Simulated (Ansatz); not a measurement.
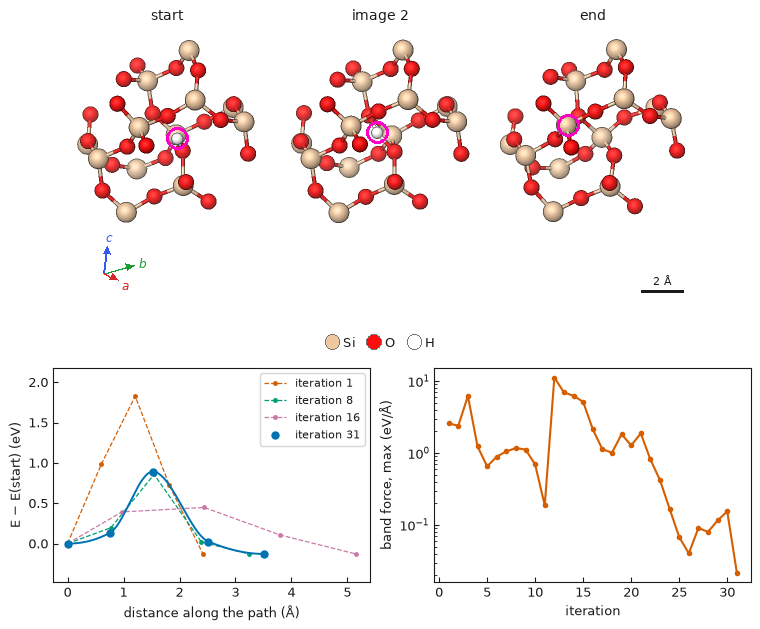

A nudged-elastic-band calculation for SiO2 with an interstitial H (37 atoms in the cell, charge +1). Images are numbered from 0 (start) to 4 (end). The plot follows the band through its iterations. The picture is a ball-and-stick view of the atoms within 4.6 Å of the middle of the path, seen slightly off an axis. The moving atom is ringed, with any periodic copies. Bonds to atoms that aren't drawn are left out.

Method: DFT PBEsol, scalar-relativistic, plane waves, PAW in Ansatz. Set-up: plane-wave cutoff 420 eV; k-point mesh 2 × 2 × 1; Gaussian smearing 0.05 eV; 3 movable images; climbing image; force threshold 0.05 eV/Å; iteration limit 80; starting path by straight interpolation.

Question: Did the band converge, and can the barrier be trusted?

Answer: The run is converged, with reservations. The band converged in 31 iterations. The largest component of the band force went from 2.6 to 0.022 eV/Å. The climbing image converged on the top of the path. A check of its curvatures didn't confirm a first-order saddle. The first iteration put the highest image at 1.83 eV. The energy climbs by 0.89 eV to image 2 and then falls by 1.02 eV, so the end point sits at −0.13 eV.

Limits of the set-up: the periodic images lie only 7.3 Å apart, so the values are limited by the cell's size; the cell is charged, on a uniform background, and energies carry no finite-size correction.

PAW datasets: the set soft_1.
